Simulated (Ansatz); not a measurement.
## Geometry relaxation, with input and output: Cu (part 1 of 2)

System: Cu (slab, 4 atoms in the cell).
Method: DFT PBEsol, scalar-relativistic, plane waves, PAW, no spin polarisation (Ansatz 0.2.0).

The structure derives from an entry of the Crystallography Open Database. The input holds or restrains some coordinates. Forces given for the steps count only the free coordinates. It belongs to a series of runs on one base structure; here: clean slab, lower half held. Figures and captions count atoms from 1; the log counts them from 0 in places.

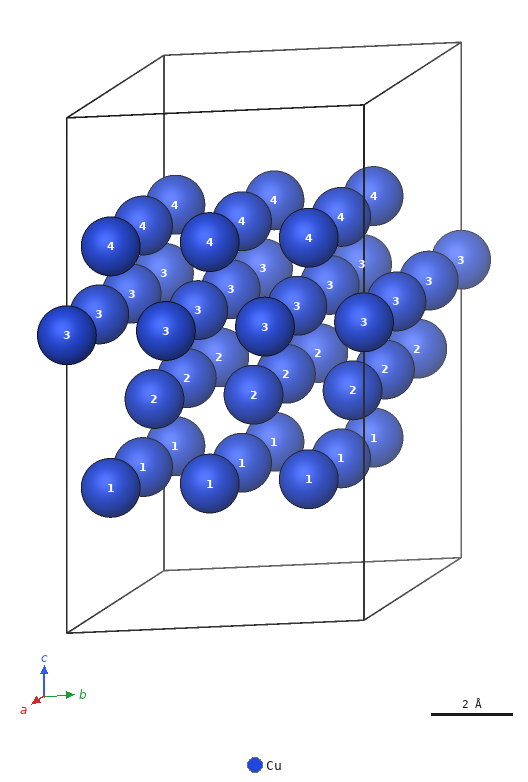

**Figure 1.** The starting structure (spheres-only view of the 3 × 3 repeat of the cell, with the vacuum cut short, seen slightly off an axis; atoms are numbered from 1 in the order of the input). An atom can appear more than once, as a periodic image.

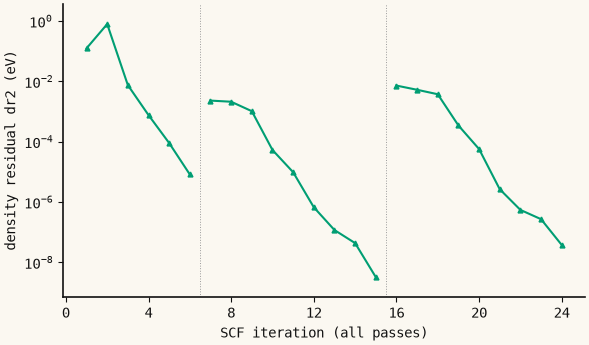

**Figure 2.** Convergence of the self-consistent field: density residual dr2 against the SCF iteration. The dotted lines part the SCF passes of the relaxation: geometry steps, rejected trials and re-solves on a re-selected basis. The passes take 6, 9 and 9 iterations.

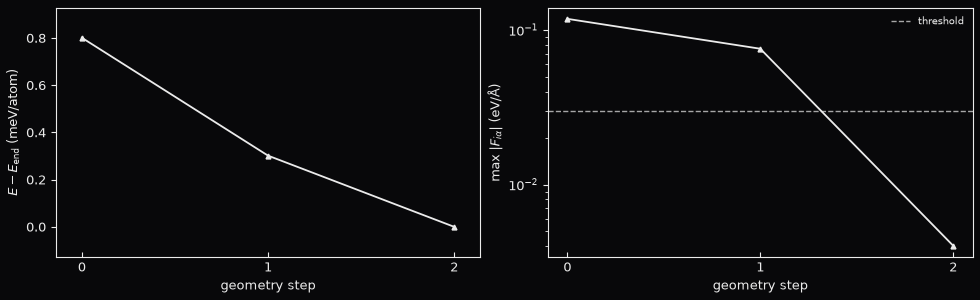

**Figure 3.** Progress of the restrained relaxation, step by step (the first geometry is step 0 here and step 1 in the log).

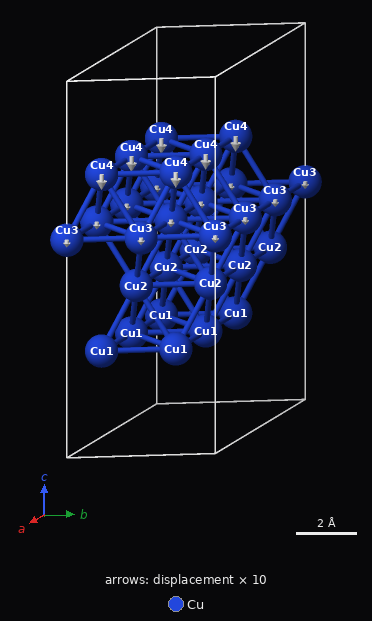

**Figure 4.** The starting structure with the displacements as white arrows, magnified 10 times (ball-and-stick view of the 3 × 2 repeat of the cell, with the vacuum cut short, seen slightly off an axis). After 2 geometry steps the energy has fallen by 0.8 meV per atom. The largest force component goes from 0.12 to 0.004 eV/Å. The atom that moves furthest is Cu4 (0.054 Å). The lattice vectors keep their values. Among the contacts that change: Cu2–Cu3 2.520 → 2.498 Å. (Atoms are counted from 1 in the order of the input.)

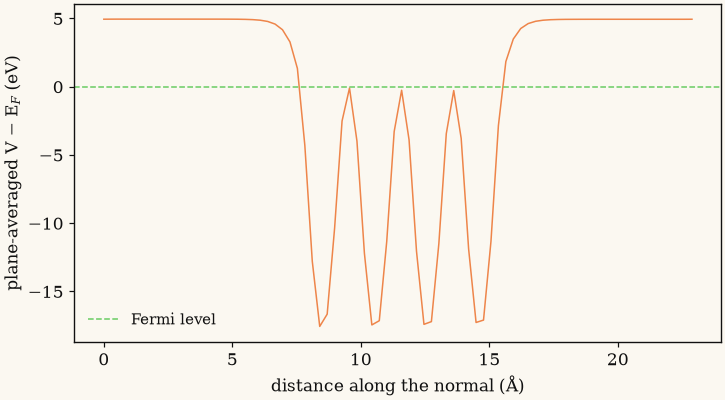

**Figure 5.** Plane average of the electrostatic potential energy of an electron across the cell, from the Fermi level. The vacuum level lies 4.94 eV above the Fermi level.

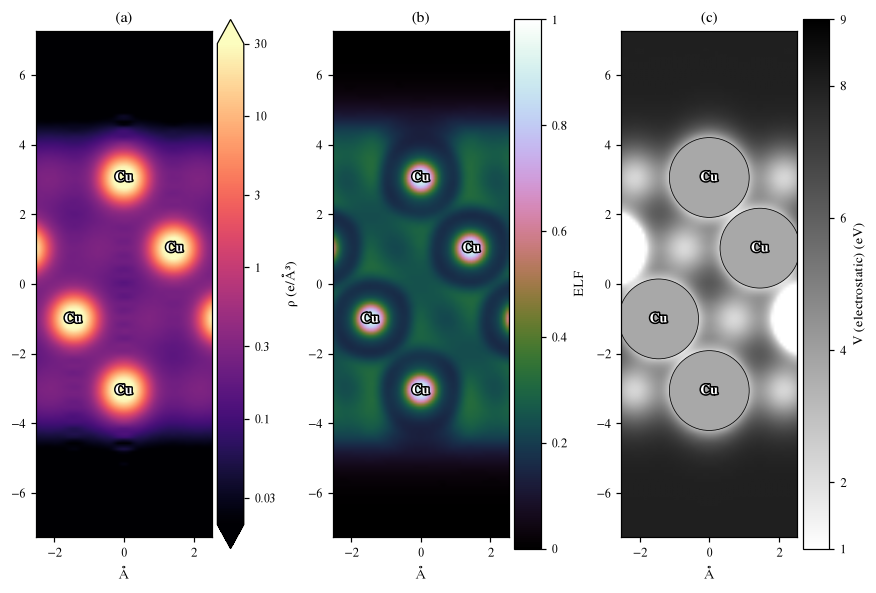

**Figure 6.** (a) valence pseudo-density; (b) ELF; (c) electrostatic potential (local pseudopotential plus Hartree) felt by an electron on the (110) plane of the calculation cell, a cut from vacuum to vacuum. Grey discs, where drawn, cover atomic cores. The section cuts through Cu sites. Cu–Cu (2.50 Å): ρ is about 0.3 e/Å³ halfway; the ELF is about 0.20 at the midpoint; no shared electron pair. The density dies away to nearly zero in the vacuum. The strong features right at Cu lie inside the PAW spheres (semicore, d or f shells) and say nothing about bonding. In a PAW calculation such maps are meaningful between the atoms, not at the nuclei.

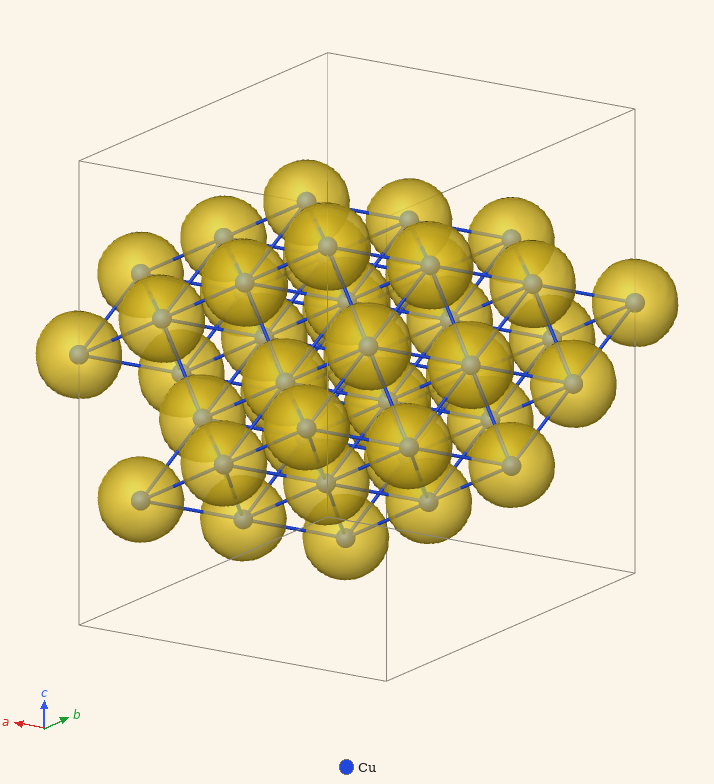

**Figure 7.** Isosurface of the valence electron density at 0.4 e/Å³ (yellow), seen at an oblique angle. Sticks mark near contacts. At this value the density breaks into separate islands; it holds about 90 % of the electrons treated as valence (semicore included). It is pinched off along the Cu–Cu (2.50 Å) contacts. On the grid the lowest density along these lines, outside the cores, is 0.3 e/Å³ (Cu–Cu, 2.50 Å).

These pictures come from the run below.

### Input
```yaml
crystal:
  lattice:
    - [2.5196845177, 0.0, 0.0]
    - [-1.2598422588, 2.1821108018, 0.0]
    - [0.0, 0.0, 23.1719413811]
  atoms:
    - { symbol: Cu, position: [0.6666666667, 0.3333333333, 0.3668229545] }
    - { symbol: Cu, position: [0.3333333333, 0.6666666667, 0.4556076515] }
    - { symbol: Cu, position: [0.0, 0.0, 0.5443923485] }
    - { symbol: Cu, position: [0.6666666667, 0.3333333333, 0.6331770455] }
basis:
  ecutwfc: 420
kpoints:
  mp_grid: { grid: [12, 12, 1] }
hamiltonian:
  xc: pbesol
scf:
  occupations: { method: gaussian, width: 0.1 }
output:
  forces: true
  eigenvalues: true
  write_density: true
  write_potential: true
  elf: true
  volumetric_format: npy
relax:
  adjacent_minimum: "off"
  f_tol: 0.03
  max_steps: 70
  constraints: [{ sites: [0, 1] }]
efield:
  axis: 3
  dipole_correction: true
  ramp_width: 0.04
```

Command:
```bash
ansatz run input.yaml --threads 1 --pin off --max-ram 2560MiB --backend cpu --events-out ev --progress --plain --runs-dir out
```

### What the program printed
```
Engine: ansatz 0.2.0, aarch64-unknown-linux-gnu
Pseudopotentials: kind: paw
Pseudopotential: Cu, paw, valence charge 19, recommended cutoff 420 eV (normal), Cu.paw.azcp
Functional definition: PBEsol
  exchange = pbesol_x
  correlation = pbesol_c
Crystal: 4 atoms, lattice volume = 127.405 Å³
Basis set: ecut = 420 eV, 2519 PW (Γ), exchange–correlation on 36×36×320 points (8 copies of the dense FFT grid, shifted against one another)
Bands: 46, of which v1, the nominal top of the filled ones, is band 38 counted from 1 (37 counted from 0)
Symmetry: 6 space group operations
k-points: 19 of 144 (time reversal used)
Non-local potential: Cu, projectors of the file, l = 0: 3, l = 1: 2, l = 2: 3, l = 3: 1
PAW form: soft (Blöchl's): semilocal exchange-correlation on the pseudo side does not see the compensation charge
PAW frozen core: Cu, regenerated for the run's functional, and the local potential with it (the file was generated under x = pbe(κ = 0.804, μ = 0.2195149727645171), c = pbe(β = 0.06672455060314922))
PAW one-centre angular grid: Cu, 590 points (default); XC on 64 Gauss nodes
Initial density: superposition of atomic densities (neutral atoms: chi_scale 0, normalization atom), corrected by the library's trained network
Initial wavefunctions: pseudopotential atomic-orbital guess
Functional: x = pbesol(κ = 0.804, μ = 0.12345679012345678), c = pbesol(β = 0.046)
SCF iter   1: F=—  HF=-26353.988326 eV  |F-HF|=—  |Δ(HF+E_count)|=         —  Δρ=1.26e-2  dr2=1.24e-1  ethr=1.77e-3  p=0.000 e·Å  D=1.27e-13 V/Å  ΔV_dip=-0.00 eV  dr2_dipole=1.30e-7  V_vac-E_F(+/−)=4.80/4.80 eV  ⟨swp⟩=8.4  Hψ=3898  notcnv=0  defer=10
efield: sawtooth ramp at fractional position 0.9800 (placed from the atoms, in the widest stretch of the axis that holds none; the zero of the levels goes with the place), width 0.0400; the density the first Hamiltonian is built on has a dipole p = 0.000 e·Å; the dipole correction subtracts the counter field D = 1.27e-13 V/Å, which shifts the + side's vacuum level by -0.00 eV against the − side's; the planar-averaged density in the ramp window peaks in size at 4.1e-5 e/Å³
preconditioner: auto → LDOS  [insulator: Δε(μ)=0.210 eV  Ē_g=8.614 eV  σ=0.100 eV  W_gap=0.53  n_scr=18 (ndim 8)  ℏωp=21.8 eV  f_vac=0.602  D(μ)=1.76/eV (n_scr^D=10)  ε∞_Penn≈7.4  β→1.0]
SCF iter   2: F=—  HF=-26354.156326 eV  |F-HF|=—  |Δ(HF+E_count)|=   1.68e-1  Δρ=3.29e-2  dr2=7.89e-1  ethr=1.63e-4  p=-0.000 e·Å  D=-2.25e-5 V/Å  ΔV_dip=0.00 eV  dr2_dipole=2.68e-7  V_vac-E_F(+/−)=5.17/5.17 eV  ⟨swp⟩=3.0  Hψ=2233  notcnv=0  defer=38
SCF iter   3: F=—  HF=-26353.967366 eV  |F-HF|=—  |Δ(HF+E_count)|=   1.89e-1  Δρ=3.15e-3  dr2=7.45e-3  ethr=1.63e-4  p=-0.000 e·Å  D=-1.54e-6 V/Å  ΔV_dip=0.00 eV  dr2_dipole=1.15e-7  V_vac-E_F(+/−)=4.92/4.92 eV  ⟨swp⟩=2.6  Hψ=1740  notcnv=0  defer=38
SCF iter   4: F=—  HF=-26353.965100 eV  |F-HF|=—  |Δ(HF+E_count)|=   2.27e-3  Δρ=8.36e-4  dr2=7.57e-4  ethr=9.80e-6  p=0.000 e·Å  D=4.53e-6 V/Å  ΔV_dip=-0.00 eV  dr2_dipole=3.68e-9  V_vac-E_F(+/−)=4.93/4.93 eV  ⟨swp⟩=2.5  Hψ=1624  notcnv=0  defer=38
SCF iter   5: F=—  HF=-26353.965006 eV  |F-HF|=—  |Δ(HF+E_count)|=   9.45e-5  Δρ=2.89e-4  dr2=8.95e-5  ethr=9.96e-7  p=0.000 e·Å  D=3.95e-6 V/Å  ΔV_dip=-0.00 eV  dr2_dipole=6.00e-11  V_vac-E_F(+/−)=4.94/4.94 eV  ⟨swp⟩=2.1  Hψ=1372  notcnv=0  defer=38
SCF iter   6: F=-26353.964988 eV  HF=-26353.964992 eV  |F-HF|=3.76e-6  |Δ(HF+E_count)|=   1.40e-5  Δρ=7.66e-5  dr2=8.14e-6  ethr=2.96e-8  p=0.000 e·Å  D=1.71e-6 V/Å  ΔV_dip=-0.00 eV  dr2_dipole=2.21e-10  V_vac-E_F(+/−)=4.95/4.95 eV  ⟨swp⟩=20.9  Hψ=9956  notcnv=0
SCF 1 converged in 6 iterations: F = -26353.964988 eV  dr2 = 8.14e-6
  greatest PAW one-centre occupation: 1.000 electrons in one spin orbital (limit 2), on the Cu atom at site 0 (counted from 0), in its partial waves of l = 0
relax step   1: F+E_penalty+E_count = -26353.96498776 eV  Δ(F+E_penalty+E_count) = +0.000e0 eV  max|allowed force component| = 1.182e-1 eV/Å  Δτ_max = 0.0000 Å  (6 SCF iters, dr2 threshold 2.25e-5 eV, accepted)
Initial density: handed on by an earlier stage of this run
Initial wavefunctions: those handed on with the density
iter 1 solved again at ethr=3.23e-6 eV; its pass at ethr=3.10e-3 eV (dr2=2.45e-3 eV) is discarded
```
